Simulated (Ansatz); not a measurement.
**Ti12B: molecular dynamics (part 5 of 5)**

Continued. System: Ti12B (defect cell, 13 atoms in the cell). Method: DFT PBE, scalar-relativistic, plane waves, PAW, no spin polarisation (Ansatz 0.2.0); cutoff 420 eV, 3×2×3 k-mesh, Fermi–Dirac smearing of 0.15 eV. It belongs to a series of runs on one base structure; here: dynamics from the last frame of the run before.

Geometry of the input (Å; fractional positions):
```
5.9000  0.0000  0.0000
-4.4250  7.6643  0.0000
0.0000  0.0000  4.6846
Ti 0.0220  0.0457  -0.0320
Ti 0.1805  0.2020  0.4276
Ti -0.0504  0.3469  0.0511
Ti 0.1371  0.5316  0.4950
Ti -0.0417  0.6701  -0.0713
Ti 0.2398  0.8800  0.5901
Ti 0.4916  0.0012  0.1174
Ti 0.6829  0.1985  0.6117
Ti 0.4677  0.3797  -0.1475
Ti 0.6966  0.5293  0.3843
Ti 0.4692  0.6884  0.0155
Ti 0.6590  0.8278  0.5625
B  0.5404  0.2495  0.2507
```

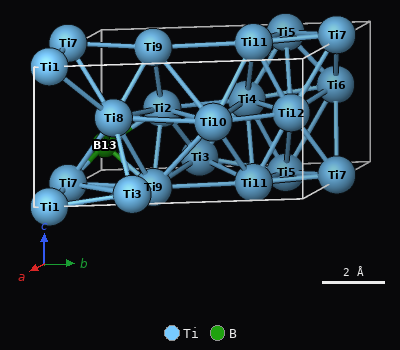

Figure 1. The geometry at step 272 of the log (ball-and-stick view of the cell of the calculation, seen slightly off an axis; atoms are numbered from 1 in the order of the input).

### Trajectory as extended XYZ, continued
```
13
Lattice="5.9000 0.0000 0.0000 -4.4250 7.6643 0.0000 0.0000 0.0000 4.6846" Properties=species:S:1:pos:R:3:forces:R:3 step=239 time_fs=358.5 energy=-30149.76468 temperature=3322.1
Ti   -0.4998   -0.0103   -0.1133    1.6923   0.9293   0.4742
Ti   -0.3577    2.0599    2.2781    0.2906  -0.8189   0.7154
Ti   -1.9562    2.8918    0.2904    0.2820  -0.9917  -1.5939
Ti   -1.6354    4.2256    2.3351    0.4396   1.1385   1.5142
Ti   -2.3832    5.4237    0.1249   -2.8431   0.6957  -0.4178
Ti   -3.2494    7.0772    2.5379    0.3664   0.3669  -0.4559
Ti    2.8970    0.1773    0.2073   -1.0169   0.8147  -0.6721
Ti    3.0736    1.6812    2.5888   -1.9079  -0.3756  -0.2936
Ti    1.1844    2.7802   -0.3430    0.5642  -0.7423   0.8794
Ti    1.4742    4.5123    2.3158    0.4289  -0.1481  -0.7365
Ti   -0.0082    5.0090   -0.1437    0.5740   0.2019   0.0410
Ti   -0.3296    6.6979    2.1913   -0.0181  -0.2080   0.8714
B     1.1749    1.2560    1.1970    1.1481  -0.8624  -0.3258
13
Lattice="5.9000 0.0000 0.0000 -4.4250 7.6643 0.0000 0.0000 0.0000 4.6846" Properties=species:S:1:pos:R:3:forces:R:3 step=244 time_fs=366.0 energy=-30149.62896 temperature=2541.6
Ti   -0.5521    0.0927   -0.1135    1.4080   0.4312   0.3195
Ti   -0.2935    2.0905    2.3176    0.4004  -0.3630   0.5324
Ti   -1.9896    2.8949    0.2973    0.9285  -0.9217  -1.6037
Ti   -1.7145    4.2579    2.2991    0.8245   0.9234   1.7000
Ti   -2.4030    5.4264    0.0807   -3.1492   0.7352  -0.4322
Ti   -3.2383    7.1159    2.5992    0.2451   0.2049  -0.5864
Ti    2.9025    0.1620    0.1547   -1.2776   0.7700  -0.2415
Ti    3.1240    1.6788    2.5829   -1.9317  -0.5706  -0.5585
Ti    1.2907    2.7035   -0.3038   -0.0156   0.2123   0.4916
Ti    1.4852    4.5719    2.3161    0.2000  -0.5019  -0.3870
Ti   -0.0470    5.0984   -0.1107    1.0478  -0.6078  -0.1791
Ti   -0.3317    6.6338    2.2118   -0.2032   0.5508   0.7408
B     1.0352    1.0957    1.0701    1.5229  -0.8627   0.2040
13
Lattice="5.9000 0.0000 0.0000 -4.4250 7.6643 0.0000 0.0000 0.0000 4.6846" Properties=species:S:1:pos:R:3:forces:R:3 step=250 time_fs=375.0 energy=-30149.25376 temperature=2430.2
Ti   -0.5726    0.1869   -0.0863    0.2877  -0.3359  -0.3613
Ti   -0.2788    2.1289    2.3000    1.1844  -0.6440   0.5317
Ti   -1.9502    2.8912    0.3271    1.0704  -1.0627  -2.1163
Ti   -1.7558    4.2836    2.2237    0.6903   0.8329   2.3517
Ti   -2.4537    5.3945    0.0885   -3.2463   0.9254  -0.8024
Ti   -3.2104    7.0774    2.6310   -0.2074   0.2499  -0.6848
Ti    2.8731    0.1457    0.1023   -0.9238   0.5554   0.0329
Ti    3.1674    1.6956    2.5755   -1.9207  -0.8128  -0.4815
Ti    1.3837    2.6101   -0.2468   -0.5272   0.8806   0.0476
Ti    1.4306    4.5746    2.2527    0.3615  -0.7609  -0.0726
Ti   -0.0587    5.1370   -0.0877    1.2723  -0.7727  -0.3521
Ti   -0.4002    6.5691    2.2230    0.1330   1.1609   0.6143
B     0.9820    0.9339    0.9924    1.8258  -0.2161   1.2927
13
Lattice="5.9000 0.0000 0.0000 -4.4250 7.6643 0.0000 0.0000 0.0000 4.6846" Properties=species:S:1:pos:R:3:forces:R:3 step=256 time_fs=384.0 energy=-30149.11673 temperature=1887.7
Ti   -0.5877    0.2519   -0.0629    0.0982  -0.4623  -0.6518
Ti   -0.2639    2.1438    2.2755    1.3463  -1.1927   0.4244
Ti   -1.8632    2.8701    0.3026    1.0172  -0.9900  -2.0077
Ti   -1.7648    4.3212    2.1712    0.2563   0.4012   2.5287
Ti   -2.4892    5.3785    0.0607   -3.2701   0.7254  -0.7557
Ti   -3.1855    6.9701    2.6546   -0.6841   0.4485  -0.6344
Ti    2.8852    0.1488    0.0942   -0.2925   0.0904   0.0235
Ti    3.1208    1.6930    2.5997   -1.3251  -0.5643  -1.0384
Ti    1.4610    2.4826   -0.1950   -1.0603   1.5340   0.0812
Ti    1.3479    4.5221    2.1905    0.6075  -0.7431   0.1422
Ti   -0.0835    5.1793   -0.0582    1.5476  -0.8664  -0.5562
Ti   -0.4669    6.5463    2.2571    0.6057   1.3885   0.4807
B     1.0583    0.7415    0.9741    1.1533   0.2309   1.9636
13
Lattice="5.9000 0.0000 0.0000 -4.4250 7.6643 0.0000 0.0000 0.0000 4.6846" Properties=species:S:1:pos:R:3:forces:R:3 step=261 time_fs=391.5 energy=-30148.97164 temperature=1625.8
Ti   -0.6232    0.2912   -0.1028    1.1108  -0.2735  -0.0001
Ti   -0.2128    2.1657    2.2976    0.8719  -1.3736   0.3404
Ti   -1.7997    2.8144    0.2936    0.8821  -0.4171  -1.5949
Ti   -1.7885    4.3470    2.1979   -0.0562  -0.3338   1.7126
Ti   -2.4762    5.3900   -0.0236   -3.3991   0.1061  -0.1455
Ti   -3.1896    6.9719    2.6998   -0.9109   0.2167  -0.5969
Ti    2.9248    0.1200    0.1319   -0.4472   0.1933   0.1297
Ti    3.0512    1.6596    2.6187   -0.6600  -0.2013  -1.3315
Ti    1.5045    2.4156   -0.1443   -1.2986   1.8486   0.1559
Ti    1.3003    4.5120    2.1924    0.7412  -0.7310   0.1807
Ti   -0.1337    5.2457   -0.0336    2.0232  -1.3176  -0.4792
Ti   -0.5209    6.4715    2.3064    0.7777   2.0865   0.4281
B     1.1078    0.6908    1.0561    0.3651   0.1968   1.2009
13
Lattice="5.9000 0.0000 0.0000 -4.4250 7.6643 0.0000 0.0000 0.0000 4.6846" Properties=species:S:1:pos:R:3:forces:R:3 step=267 time_fs=400.5 energy=-30148.73730 temperature=1831.8
Ti   -0.6670    0.2769   -0.1244    2.1229  -0.0636   0.4016
Ti   -0.1429    2.1362    2.2672    0.3541  -1.2681   0.6385
Ti   -1.7021    2.7812    0.3121    0.3122   0.1563  -1.7763
Ti   -1.8881    4.3206    2.2535    0.1488  -0.7108   0.7896
Ti   -2.4734    5.4240   -0.1088   -3.3804  -0.5683   0.8193
Ti   -3.1720    6.9607    2.7413   -1.3005   0.2490  -0.7236
Ti    2.9900    0.0873    0.1780   -0.7785   0.6220  -0.1969
Ti    3.0133    1.6275    2.5847   -0.3803   0.0099  -0.8006
Ti    1.4818    2.4167   -0.1207   -0.7795   1.5331   0.1843
Ti    1.2746    4.4574    2.2326    0.4728  -0.4387   0.0560
Ti   -0.1732    5.2857   -0.0499    2.3299  -1.7326  -0.1450
Ti   -0.5969    6.3953    2.3227    1.0956   2.1688   0.4557
B     1.1987    0.6996    1.1453   -0.2170   0.0430   0.2973
13
Lattice="5.9000 0.0000 0.0000 -4.4250 7.6643 0.0000 0.0000 0.0000 4.6846" Properties=species:S:1:pos:R:3:forces:R:3 step=272 time_fs=408.0 energy=-30148.70477 temperature=1934.6
Ti   -0.6692    0.2698   -0.1027    2.3775   0.0258   0.5332
Ti   -0.0777    2.0942    2.2290    0.1966  -1.0896   0.9386
Ti   -1.6239    2.7939    0.3298    0.1300   0.3642  -1.9580
Ti   -1.9685    4.3123    2.3115    0.5391  -0.7589   0.2051
Ti   -2.5220    5.4596   -0.1472   -2.9392  -0.9505   1.6476
Ti   -3.2065    6.9418    2.7722   -1.3085   0.3701  -0.9069
Ti    3.0275    0.0411    0.1989   -0.2675   0.8229  -1.0702
Ti    3.0043    1.6295    2.5183   -0.0689   0.1260  -0.0249
Ti    1.5264    2.4296   -0.0521   -0.5920   1.2837  -0.0368
Ti    1.2885    4.4446    2.2497    0.0223  -0.4145   0.0826
Ti   -0.1528    5.2835   -0.0023    2.1088  -1.6649  -0.3819
Ti   -0.6428    6.4056    2.3239    1.2996   1.6336   0.8500
B     1.3562    0.6595    1.1878   -1.4979   0.2521   0.1217
13
Lattice="5.9000 0.0000 0.0000 -4.4250 7.6643 0.0000 0.0000 0.0000 4.6846" Properties=species:S:1:pos:R:3:forces:R:3 step=278 time_fs=417.0 energy=-30148.58346 temperature=2160.5
Ti   -0.6394    0.3258   -0.0235    2.1547  -0.2981   0.4352
Ti    0.0161    2.0713    2.2288   -0.1578  -1.0267   0.9243
Ti   -1.5938    2.8395    0.3285    0.2745   0.3112  -1.5725
Ti   -2.0318    4.2710    2.4263    0.9847  -0.6935  -0.3385
Ti   -2.6789    5.4464   -0.1363   -2.2184  -0.8522   2.5245
Ti   -3.2520    6.9198    2.8254   -1.3421   0.4860  -0.9087
Ti    3.0594   -0.0241    0.2191    0.8184   0.7611  -2.5305
Ti    2.9925    1.5981    2.4847    0.4810   0.5335   0.5346
Ti    1.5616    2.4552    0.0140   -0.3927   0.8003  -0.0649
Ti    1.3008    4.4596    2.2759   -0.4801  -0.4732   0.0388
Ti   -0.1754    5.2956    0.0350    1.8769  -1.5198  -0.5430
Ti   -0.6978    6.4693    2.3357    1.4762   0.8320   1.0070
B     1.5280    0.5219    1.2123   -3.4753   1.1395   0.4937
13
Lattice="5.9000 0.0000 0.0000 -4.4250 7.6643 0.0000 0.0000 0.0000 4.6846" Properties=species:S:1:pos:R:3:forces:R:3 step=283 time_fs=424.5 energy=-30148.70911 temperature=1835.7
Ti   -0.5923    0.3423    0.0649    1.8720  -0.5234   0.3217
Ti    0.0591    2.0648    2.2188   -0.4813  -0.9885   1.1184
Ti   -1.5704    2.8760    0.3263    0.2504  -0.1092  -1.4307
Ti   -2.0521    4.2273    2.4589    1.1032  -0.4544  -0.5367
Ti   -2.7965    5.3770   -0.1591   -1.6323  -0.6382   2.8806
Ti   -3.2661    6.8940    2.8627   -1.5347   0.5356  -0.8162
Ti    3.0730   -0.0592    0.1973    0.0294   0.8339  -2.3339
Ti    2.9328    1.5817    2.4507    1.0809   0.7986   0.8255
Ti    1.5827    2.4738    0.0339   -0.3451   0.5903  -0.0628
Ti    1.2801    4.4507    2.2630   -0.5734  -0.4163   0.0757
Ti   -0.2124    5.2645    0.1034    1.7161  -1.1672  -0.6930
Ti   -0.7390    6.5334    2.3698    1.6113   0.4373   0.8951
B     1.5392    0.4753    1.2714   -3.0967   1.1015  -0.2439
13
Lattice="5.9000 0.0000 0.0000 -4.4250 7.6643 0.0000 0.0000 0.0000 4.6846" Properties=species:S:1:pos:R:3:forces:R:3 step=289 time_fs=433.5 energy=-30148.74837 temperature=1933.1
Ti   -0.5738    0.3830    0.1638    1.1581  -0.7022  -0.1094
Ti    0.0914    2.0110    2.1662   -1.0977  -0.0902   1.7014
Ti   -1.5516    3.0040    0.3283    0.1992  -1.2588  -1.1221
Ti   -2.0599    4.2107    2.5164    1.1612  -0.4526  -0.7378
Ti   -2.9210    5.2699   -0.1558   -1.1399  -0.0602   3.1468
Ti   -3.2785    6.8749    2.9085   -1.8079   0.6668  -0.6751
Ti    3.0518   -0.0859    0.1765   -1.2761   0.9419  -1.4660
Ti    2.8699    1.5635    2.4444    1.1982   0.6208   0.3796
Ti    1.6245    2.4643    0.0302   -0.5379   0.6307  -0.0651
Ti    1.2725    4.4431    2.2567   -0.7507  -0.5689   0.1075
Ti   -0.2318    5.2355    0.1603    1.5043  -0.4594  -0.8846
Ti   -0.8168    6.5890    2.3602    2.0305   0.0735   0.9179
B     1.3720    0.4676    1.3094   -0.6413   0.6589  -1.1932
13
Lattice="5.9000 0.0000 0.0000 -4.4250 7.6643 0.0000 0.0000 0.0000 4.6846" Properties=species:S:1:pos:R:3:forces:R:3 step=294 time_fs=441.0 energy=-30148.53741 temperature=2084.3
Ti   -0.5788    0.3856    0.2129    0.4036  -0.6841  -0.6423
Ti    0.0922    1.9778    2.1868   -1.2986   0.1881   1.5731
Ti   -1.5379    3.0744    0.3357    0.1624  -1.9471  -0.6590
Ti   -2.0599    4.2241    2.5786    1.4240  -0.4595  -0.8795
Ti   -2.9950    5.2167   -0.1108   -0.8264   0.5266   3.1571
Ti   -3.3054    6.8846    2.9506   -1.8116   0.7055  -0.5680
Ti    3.0640   -0.0653    0.2025   -1.3697   0.6922  -1.4025
Ti    2.7700    1.5551    2.4887    1.1863   0.5617  -0.0887
Ti    1.6471    2.4710    0.0561   -0.7317   0.5745  -0.0990
Ti    1.3222    4.4054    2.2608   -1.0674  -0.6213   0.1934
Ti   -0.2200    5.2022    0.2075    1.2563   0.0479  -0.9122
Ti   -0.8596    6.6547    2.3815    2.2027  -0.3538   0.9348
B     1.2701    0.3808    1.2409    0.4702   0.7694  -0.6069
13
Lattice="5.9000 0.0000 0.0000 -4.4250 7.6643 0.0000 0.0000 0.0000 4.6846" Properties=species:S:1:pos:R:3:forces:R:3 step=300 time_fs=450.0 energy=-30148.37920 temperature=2550.5
Ti   -0.5784    0.3891    0.2706   -0.5386  -0.6176  -1.1083
Ti    0.0686    2.0089    2.2380   -1.1826  -0.2469   1.0142
Ti   -1.4993    3.0992    0.2994   -0.0691  -2.3582  -0.2872
Ti   -1.9800    4.2381    2.5978    0.9612  -0.2905  -0.5338
Ti   -3.0775    5.1925    0.0063   -0.1979   1.0010   2.2702
Ti   -3.3187    6.8923    2.9871   -1.8032   0.6250  -0.4803
Ti    3.0788   -0.0340    0.2359   -0.5755   0.3042  -1.5205
Ti    2.6395    1.5270    2.4773    1.5411   0.6353  -0.1228
Ti    1.6859    2.4860    0.0933   -0.9731   0.2734  -0.3884
Ti    1.3755    4.3490    2.2364   -0.9880  -0.6087   0.7733
Ti   -0.2360    5.1254    0.2900    1.0213   0.6402  -1.0072
Ti   -0.8707    6.6850    2.4523    2.2915  -0.3713   0.6535
B     1.2405    0.2187    1.0946    0.5129   1.0141   0.7372
```

### Results in brief

| quantity | value |
| --- | --- |
| outcome | finished |
| mean temperature over the second half | 2032 K |
| trajectory | 300 steps, 450 fs |
| ensemble | nvt_langevin |
| temperature in the input | 2100.0 K |
| time step | 1.5 fs |
| electrons treated | 147 |
| potential energy (free energy of the electrons) (last step) | −30148.3792 eV |
| Fermi energy (last step) | 13.274 eV |
| largest force (length of the vector) (last step) | 2.489 eV/Å |
| hardware | 2 threads of AMD EPYC (Zen 5), 16 GiB of memory available, shared host |
| wall time | 13 min (CPU time 25 min) |
| peak memory | 0.84 GiB |

### Notes

The input asks for low accuracy. So short a trajectory is not equilibrated. The logged temperature at the start can lie below the typed one, since it is counted over all degrees of freedom.
